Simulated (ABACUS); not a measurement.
## Run report: BeTe, band-structure run (part 1 of 3)

BeTe (2 atoms in the cell), computed with Kohn-Sham DFT of a periodic cell, PBE, spin-orbit coupling, PseudoDojo NC FR 0.4 PBE standard, no spin polarisation (ABACUS 3.10.1).

The structure derives from an entry of the Crystallography Open Database.

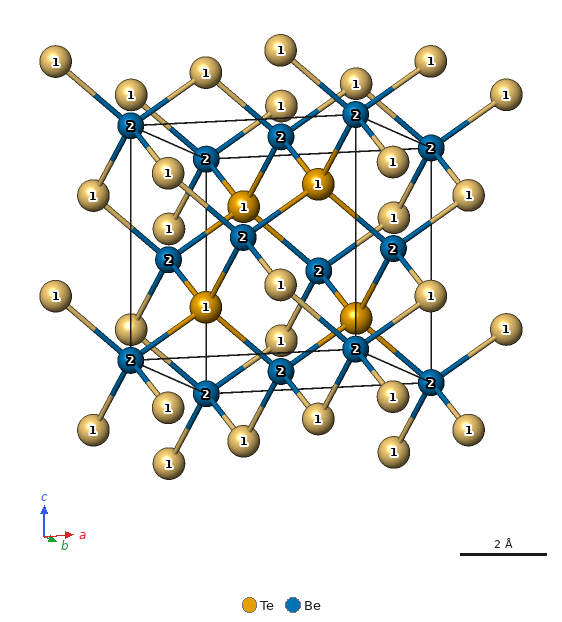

*The structure as given in the input (ball-and-stick view of the cell 4 times as large as that of the calculation, set on its symmetry axes, seen at an oblique angle; neighbours outside the cell are drawn fainter; atoms are numbered from 1 in the order of the input).*

Near neighbours in the crystal (not all of them lie inside the picture): Te has 4 Be at 2.40 Å; Be has 4 Te at 2.40 Å.

Input file:
```
INPUT_PARAMETERS
suffix              BeTe
calculation         scf
basis_type          lcao
pseudo_dir          ./
orbital_dir         ./
symmetry            0
dft_functional      pbe
ecutwfc             100
pseudo_rcut         10
nspin               4
nbands              40
ks_solver           genelpa
smearing_method     fd
smearing_sigma      0.00367493
scf_thr             1e-07
scf_nmax            100
mixing_type         broyden
mixing_beta         0.4
cal_force           1
cal_stress          1
noncolin            0
lspinorb            1
out_mul             1
out_chg             1
```

File STRU:
```
ATOMIC_SPECIES
Te 127.6000 Te.upf
Be 9.0122 Be.upf

NUMERICAL_ORBITAL
Te_confined-atom_8au_2s2p2d.orb
Be_confined-atom_7au_3s1p.orb

LATTICE_CONSTANT
1.8897261246

LATTICE_VECTORS
0.0000000000 2.7700000000 2.7700000000
2.7700000000 0.0000000000 2.7700000000
2.7700000000 2.7700000000 0.0000000000

ATOMIC_POSITIONS
Direct

Te
0.0
1
0.7500000000 0.7500000000 0.7500000000 1 1 1

Be
0.0
1
0.0000000000 0.0000000000 0.0000000000 1 1 1
```

File KPT:
```
K_POINTS
0
Gamma
5 5 5 0 0 0
```

Machine: 4 threads of Intel Xeon (Granite Rapids), 16 GiB of memory available, shared host.

Run as:
```bash
OMP_NUM_THREADS=1 mpirun -np 4 abacus > log
```

Output:
```
ABACUS v3.10.1

               Atomic-orbital Based Ab-initio Computation at UStc

 ------------------------------------------------------------------------------------

 READING GENERAL INFORMATION
                           global_out_dir = OUT.BeTe/
                           global_in_card = INPUT
                               pseudo_dir = ./
                              orbital_dir = ./
                                    DSIZE = 4
                                    GSIZE = 1

 READING UNITCELL INFORMATION
                                    ntype = 2
                  lattice constant (Bohr) = 1.88973
              lattice constant (Angstrom) = 1

 READING ATOM TYPE 1
                               atom label = Te
                      L=0, number of zeta = 2
                      L=1, number of zeta = 2
                      L=2, number of zeta = 2
             number of atom for this type = 1
               magnetization of element 1 = [ 0, 0, 0 ]

 READING ATOM TYPE 2
                               atom label = Be
                      L=0, number of zeta = 3
                      L=1, number of zeta = 1
             number of atom for this type = 1
               magnetization of element 2 = [ 0, 0, 0 ]

                        TOTAL ATOM NUMBER = 2
DIRECT COORDINATES
    atom                   x                   y                   z     mag                  vx                  vy                  vz
taud_Te1            0.7500000000        0.7500000000        0.7500000000  0.0000        0.0000000000        0.0000000000        0.0000000000
taud_Be1            0.0000000000        0.0000000000        0.0000000000  0.0000        0.0000000000        0.0000000000        0.0000000000

                          Volume (Bohr^3) = 286.857
                             Volume (A^3) = 42.5078

 Lattice vectors: (Cartesian coordinate: in unit of a_0)
                   +0               +2.77               +2.77
                +2.77                  +0               +2.77
                +2.77               +2.77                  +0
 Reciprocal vectors: (Cartesian coordinate: in unit of 2 pi/a_0)
            -0.180505           +0.180505           +0.180505
            +0.180505           -0.180505           +0.180505
            +0.180505           +0.180505           -0.180505
 The esolver type has been set to : ksdft_lcao

                PAO radial cut off (Bohr) = 10

 Read in pseudopotential file is Te.upf
                     pseudopotential type = NC
          exchange-correlation functional = PBE
                 nonlocal core correction = 1
                        valence electrons = 16
                                     lmax = 2
                           number of zeta = 5
                     number of projectors = 10
                           L of projector = 0
                           L of projector = 0
                           L of projector = 1
                           L of projector = 1
                           L of projector = 1
                           L of projector = 1
                           L of projector = 2
                           L of projector = 2
                           L of projector = 2
                           L of projector = 2
                PAO radial cut off (Bohr) = 10

 Read in pseudopotential file is Be.upf
                     pseudopotential type = NC
          exchange-correlation functional = PBE
                 nonlocal core correction = 0
                        valence electrons = 4
                                     lmax = 1
                           number of zeta = 2
                     number of projectors = 6
                           L of projector = 0
                           L of projector = 0
                           L of projector = 1
                           L of projector = 1
                           L of projector = 1
                           L of projector = 1
     initial pseudo atomic orbital number = 22

 SETUP THE ELECTRONS NUMBER
            electron number of element Te = 16
      total electron number of element Te = 16
            electron number of element Be = 4
      total electron number of element Be = 4
            AUTOSET number of electrons:  = 20
                           occupied bands = 20
                                   NLOCAL = 48
                                   NBANDS = 40
                                   NBANDS = 40
                                   NLOCAL = 48

%%%%%%%%%%%%%%%%%%%%%%%%%%%%%%%%%%%%%%%%%%%%%%%%%%%%%%%%%%%%%%%%%%%%%%%%%%%%%%%%%%%%%%%%%%%%%%%%%%%%%%%%%%
 Warning: the number of valence electrons in pseudopotential > 6 for Te: [Kr] 4d10 5s2 5p4
 Warning: the number of valence electrons in pseudopotential > 2 for Be: [He] 2s2
 Pseudopotentials with additional electrons can yield (more) accurate outcomes, but may be less efficient.
 If you're confident that your chosen pseudopotential is appropriate, you can safely ignore this warning.
%%%%%%%%%%%%%%%%%%%%%%%%%%%%%%%%%%%%%%%%%%%%%%%%%%%%%%%%%%%%%%%%%%%%%%%%%%%%%%%%%%%%%%%%%%%%%%%%%%%%%%%%%%

 SETUP THE PLANE WAVE BASIS
 energy cutoff for charge/potential (unit:Ry) = 400
            fft grid for charge/potential = [ 48, 48, 48 ]
                        fft grid division = [ 4, 4, 4 ]
        big fft grid for charge/potential = [ 12, 12, 12 ]
                                     nbxx = 432
                                     nrxx = 27648

 SETUP PLANE WAVES FOR CHARGE/POTENTIAL
                    number of plane waves = 38781
                         number of sticks = 1507

 PARALLEL PW FOR CHARGE/POTENTIAL
     PROC   COLUMNS(POT)             PW
        1            377           9697
        2            376           9693
        3            377           9695
        4            377           9696
 --------------- sum -------------------
        4           1507          38781
                            number of |g| = 372
                                  max |g| = 36.1011
                                  min |g| = 0.0977466

----------- Double Check Mixing Parameters Begin ------------
mixing_type: broyden
mixing_beta: 0.4
mixing_gg0: 1
mixing_gg0_min: 0.1
mixing_beta_mag: 1.6
mixing_gg0_mag: 0
mixing_ndim: 8
----------- Double Check Mixing Parameters End ------------

 SETUP K-POINTS
                                    nspin = 4
                   Input type of k points = Monkhorst-Pack(Gamma)
                                   nkstot = 125
K-POINTS DIRECT COORDINATES
 KPOINTS    DIRECT_X    DIRECT_Y    DIRECT_Z  WEIGHT
       1  0.00000000  0.00000000  0.00000000  0.0080
       2  0.20000000  0.00000000  0.00000000  0.0080
       3  0.40000000  0.00000000  0.00000000  0.0080
       4  0.60000000  0.00000000  0.00000000  0.0080
       5  0.80000000  0.00000000  0.00000000  0.0080
       6  0.00000000  0.20000000  0.00000000  0.0080
       7  0.20000000  0.20000000  0.00000000  0.0080
       8  0.40000000  0.20000000  0.00000000  0.0080
       9  0.60000000  0.20000000  0.00000000  0.0080
      10  0.80000000  0.20000000  0.00000000  0.0080
      11  0.00000000  0.40000000  0.00000000  0.0080
      12  0.20000000  0.40000000  0.00000000  0.0080
      13  0.40000000  0.40000000  0.00000000  0.0080
      14  0.60000000  0.40000000  0.00000000  0.0080
      15  0.80000000  0.40000000  0.00000000  0.0080
      16  0.00000000  0.60000000  0.00000000  0.0080
      17  0.20000000  0.60000000  0.00000000  0.0080
      18  0.40000000  0.60000000  0.00000000  0.0080
      19  0.60000000  0.60000000  0.00000000  0.0080
      20  0.80000000  0.60000000  0.00000000  0.0080
      21  0.00000000  0.80000000  0.00000000  0.0080
      22  0.20000000  0.80000000  0.00000000  0.0080
      23  0.40000000  0.80000000  0.00000000  0.0080
      24  0.60000000  0.80000000  0.00000000  0.0080
      25  0.80000000  0.80000000  0.00000000  0.0080
      26  0.00000000  0.00000000  0.20000000  0.0080
      27  0.20000000  0.00000000  0.20000000  0.0080
      28  0.40000000  0.00000000  0.20000000  0.0080
      29  0.60000000  0.00000000  0.20000000  0.0080
      30  0.80000000  0.00000000  0.20000000  0.0080
[... 95 further k points ...]

           k-point number in this process = 125
       minimum distributed K point number = 125

[... K-POINTS CARTESIAN COORDINATES: 125 rows ...]

[... K-POINTS DIRECT COORDINATES: 125 rows ...]

 SETUP PLANE WAVES FOR WAVE FUNCTIONS
     energy cutoff for wavefunc (unit:Ry) = 100
              fft grid for wave functions = [ 48, 48, 48 ]
                    number of plane waves = 6375
                         number of sticks = 451

 PARALLEL PW FOR WAVE FUNCTIONS
     PROC   COLUMNS(POT)             PW
        1            112           1593
        2            113           1594
        3            113           1594
        4            113           1594
 --------------- sum -------------------
        4            451           6375

 SET NONLOCAL PSEUDOPOTENTIAL PROJECTORS
 SET NONLOCAL PSEUDOPOTENTIAL PROJECTORS
 max number of nonlocal projetors among all species is 10

 -------------------------------------------
 SELF-CONSISTENT
 -------------------------------------------

 SETUP SEARCHING RADIUS FOR PROGRAM TO SEARCH ADJACENT ATOMS
                  longest orb rcut (Bohr) = 8
   longest nonlocal projector rcut (Bohr) = 2.3
                     search radius (Bohr) = 20.6
              searching radius is (Bohr)) = 20.6
         searching radius unit is (Bohr)) = 1.89
                         PeriodicBoundary = 1
                        Radius(unit:lat0) = 10.9
                                   glayer = [ 5, 5, 5 ]
                             glayer_minus = [ 4, 4, 4 ]

Find the coordinate range of the input atom(unit:lat0).
                                  min_tau = [ -22.2, -22.2, -22.2 ]
                                  max_tau = [ 26.3, 26.3, 26.3 ]
                                BoxNumber = [ 9, 9, 9 ]

 SETUP EXTENDED REAL SPACE GRID FOR GRID INTEGRATION
                          real space grid = [ 48, 48, 48 ]
                 big cell numbers in grid = [ 12, 12, 12 ]
             meshcell numbers in big cell = [ 4, 4, 4 ]
                        extended fft grid = [ 16, 16, 16 ]
                dimension of extened grid = [ 45, 45, 45 ]
                            UnitCellTotal = 125
              Atom number in sub-FFT-grid = 2
    Local orbitals number in sub-FFT-grid = 48
                                ParaV.nnr = 43128
                                 init_chg = atomic

 LCAO ALGORITHM --------------- ION=   1  ELEC=   1--------------------------------
total magnetism (Bohr mag/cell)	5.53189e-17	2.08507e-16	2.01544e-16
       absolute magnetism (Bohr mag/cell) = 1.7552e-15

 Density error is 0.0401110067852
----------------------------------------------------------
     Energy           Rydberg                 eV
----------------------------------------------------------
 E_KohnSham     -237.5536690591      -3232.0834800105
 E_Harris       -237.3001011619      -3228.6335117777
 E_Fermi        0.6961556103         9.4716829948
----------------------------------------------------------

 LCAO ALGORITHM --------------- ION=   1  ELEC=   2--------------------------------
total magnetism (Bohr mag/cell)	-5.67422e-18	1.06201e-16	-8.68535e-16
       absolute magnetism (Bohr mag/cell) = 2.1801e-15

 Density error is 0.0229807673504
----------------------------------------------------------
     Energy           Rydberg                 eV
----------------------------------------------------------
 E_KohnSham     -237.5522956720      -3232.0647941202
 E_Harris       -237.2685434757      -3228.2041474300
 E_Fermi        0.7029570383         9.5642211706
----------------------------------------------------------

 LCAO ALGORITHM --------------- ION=   1  ELEC=   3--------------------------------
total magnetism (Bohr mag/cell)	1.14232e-17	2.93859e-16	-1.05274e-15
       absolute magnetism (Bohr mag/cell) = 2.04584e-15

 Density error is 0.00456361939384
----------------------------------------------------------
     Energy           Rydberg                 eV
----------------------------------------------------------
 E_KohnSham     -237.5528269445      -3232.0720224537
 E_Harris       -237.4225255072      -3230.2991804489
 E_Fermi        0.7121298294         9.6890233950
----------------------------------------------------------

 LCAO ALGORITHM --------------- ION=   1  ELEC=   4--------------------------------
total magnetism (Bohr mag/cell)	-4.2949e-17	-1.05693e-16	-1.39215e-15
       absolute magnetism (Bohr mag/cell) = 2.08723e-15

 Density error is 0.000782846888537
----------------------------------------------------------
     Energy           Rydberg                 eV
----------------------------------------------------------
 E_KohnSham     -237.5528768842      -3232.0727019175
 E_Harris       -237.5496749018      -3232.0291367122
 E_Fermi        0.7142560787         9.7179525015
----------------------------------------------------------

 LCAO ALGORITHM --------------- ION=   1  ELEC=   5--------------------------------
total magnetism (Bohr mag/cell)	-1.13984e-16	1.31917e-16	1.00017e-16
       absolute magnetism (Bohr mag/cell) = 1.53494e-15

 Density error is 0.000174268788902
----------------------------------------------------------
     Energy           Rydberg                 eV
----------------------------------------------------------
 E_KohnSham     -237.5528773801      -3232.0727086648
 E_Harris       -237.5534376281      -3232.0803312295
 E_Fermi        0.7150863695         9.7292491876
----------------------------------------------------------

 LCAO ALGORITHM --------------- ION=   1  ELEC=   6--------------------------------
total magnetism (Bohr mag/cell)	-1.15611e-16	-5.8667e-17	8.47205e-16
       absolute magnetism (Bohr mag/cell) = 2.08237e-15

 Density error is 6.46606139942e-05
----------------------------------------------------------
     Energy           Rydberg                 eV
----------------------------------------------------------
 E_KohnSham     -237.5528774256      -3232.0727092832
 E_Harris       -237.5511426089      -3232.0491058921
 E_Fermi        0.7146560902         9.7233949375
----------------------------------------------------------

 LCAO ALGORITHM --------------- ION=   1  ELEC=   7--------------------------------
total magnetism (Bohr mag/cell)	2.25414e-16	6.63781e-17	1.58024e-16
       absolute magnetism (Bohr mag/cell) = 1.87136e-15

 Density error is 1.17625964041e-05
----------------------------------------------------------
     Energy           Rydberg                 eV
----------------------------------------------------------
 E_KohnSham     -237.5528774319      -3232.0727093694
 E_Harris       -237.5527292016      -3232.0706925927
 E_Fermi        0.7147391431         9.7245249304
----------------------------------------------------------

 LCAO ALGORITHM --------------- ION=   1  ELEC=   8--------------------------------
total magnetism (Bohr mag/cell)	2.45121e-17	9.74126e-17	-5.44394e-16
       absolute magnetism (Bohr mag/cell) = 1.83662e-15

 Density error is 1.47660178919e-06
----------------------------------------------------------
     Energy           Rydberg                 eV
----------------------------------------------------------
 E_KohnSham     -237.5528774322      -3232.0727093737
 E_Harris       -237.5528096666      -3232.0717873755
 E_Fermi        0.7147556711         9.7247498052
----------------------------------------------------------

 LCAO ALGORITHM --------------- ION=   1  ELEC=   9--------------------------------
total magnetism (Bohr mag/cell)	5.94364e-17	-2.30294e-16	7.83432e-16
       absolute magnetism (Bohr mag/cell) = 2.02766e-15

 Density error is 4.98079504043e-07
----------------------------------------------------------
     Energy           Rydberg                 eV
```
